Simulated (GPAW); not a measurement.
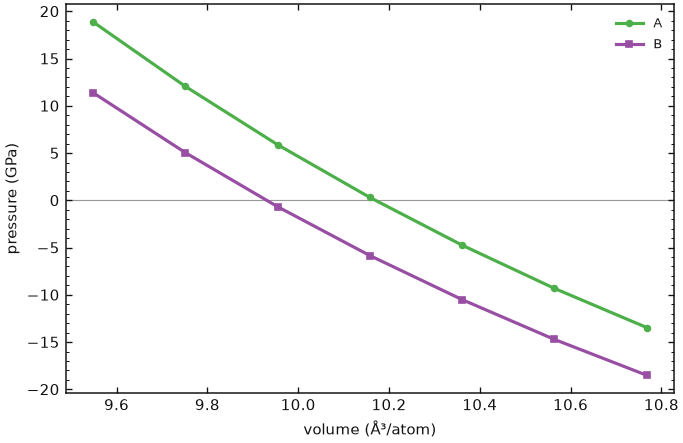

The plot gives the computed pressure against volume, with one curve for each functional, for TiC (space group Fm-3m). The labels are replaced by letters. In alphabetical order the cases are: PBEsol; r2SCAN.

Computed with GPAW 26.7.0: PAW DFT in plane waves, on a grid or in atomic orbitals, no spin polarisation; energies at scaled volumes of the given cell, shape and fractions fixed, counted from the fit's minimum, third-order Birch-Murnaghan fit. All runs: no spin polarisation.

k mesh 11×11×11; occupations Fermi–Dirac; smearing width 0.05 eV; wave cutoff 800 eV.

### Which letter stands for which functional?

A: r2SCAN; B: PBEsol.
